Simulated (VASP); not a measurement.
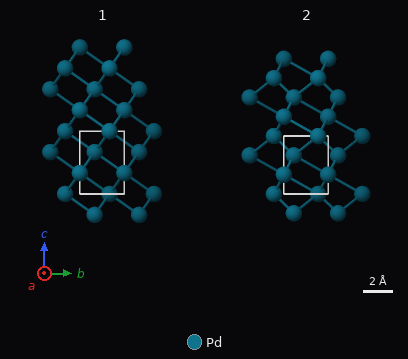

Two geometries of solid Pd (a generated structure, set up in P3_121), drawn at one scale. One is the start of a relaxation, the other its converged end. Style: ball-and-stick. Shown: the cell of the calculation, repeated 1 × 1 × 2 with one cell outlined, along the a axis.

The calculation used Kohn-Sham DFT of a periodic cell, PBEsol, VASP PAW PBE potentials, recommended in VASP. Set-up: plane-wave cutoff 600 eV; k-point mesh 6 × 6 × 4; occupations gaussian; smearing width 0.1 eV; no spin polarisation.

> Which one is relaxed?

Structure 1 is the relaxed one. The run lets cell and atoms move. The largest moves relative to the cell, 0.39 Å, are those of Pd atoms. The volume changes by +9.5 %, with a = b 3.604 → 3.621 Å (+0.5 %), c 4.089 → 4.434 Å (+8.4 %). Among the contacts that change: Pd–Pd 1.959 → 2.558 Å, Pd–Pd 2.836 → 2.561 Å. Bond angles that change, for instance: Pd–Pd–Pd 65.5° → 89.9°, Pd–Pd–Pd 156.3° → 179.9°, Pd–Pd–Pd 161.2° → 179.9°. The space group (tolerance 0.01 Å) goes from P3_121 (No. 152) to Pm-3m (No. 221). After 15 geometry steps the energy has fallen by 2681 meV per atom. The largest force component goes from 17 to 0.013 eV/Å. The pressure goes from 86.45 to 0.01 GPa. It ran on 1 thread of AMD EPYC 9R45 96-Core Processor (Zen 5) (shared host).

Limits of the set-up: the k-point mesh is coarse for a cell with partly filled bands.
